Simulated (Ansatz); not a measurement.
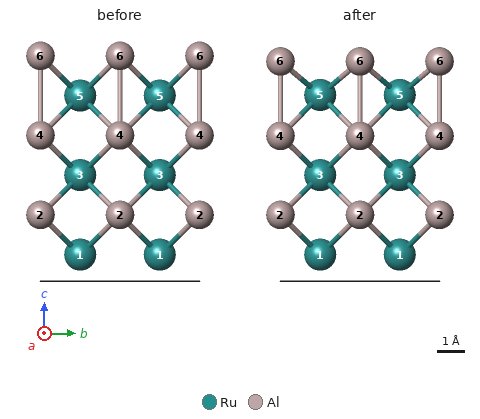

The structure of a slab of composition AlRu (cut from the Pm-3m phase) before (left) and after (right) a constrained relaxation, at one scale.

A ball-and-stick model of the 3 × 2 repeat of the cell, outlined in the plane, without the vacuum, seen along the a axis.

Case: clean slab, lower half held. The slab is the (1 0 0) face of AlRu. 3 atoms are held fixed.

The calculation used DFT PBEsol, scalar-relativistic, plane waves, PAW (Ansatz). (plane-wave cutoff 420 eV; k-point mesh 10 × 10 × 1; occupations gaussian; smearing width 0.1 eV; no spin polarisation; dipole correction; atoms relaxed in a fixed cell; force threshold 0.03 eV/Å; at most 70 steps)

> Summarise the run.

The largest move is that of Al6, 0.21 Å along the normal (−c). Largest moves by element: Al 0.21 Å, Ru 0.02 Å. The cell stays as it was. Some distances before and after: Al4–Al6 2.976 → 2.788 Å, Ru5–Al6 2.578 → 2.451 Å, Al4–Ru5 2.578 → 2.603 Å, Ru3–Al4 2.578 → 2.566 Å. Among the angles between lasting bonds that change: Ru5–Al6–Ru5 109.5° → 118.4°, Ru5–Al6–Ru5 70.5° → 74.8°. Over 3 accepted moves (4 points after the start) the energy falls by 0.183 eV per cell of the calculation. Largest force component: 1.4 eV/Å at the start, 0.014 eV/Å at the end. 1 step only repeated the SCF at the same geometry.
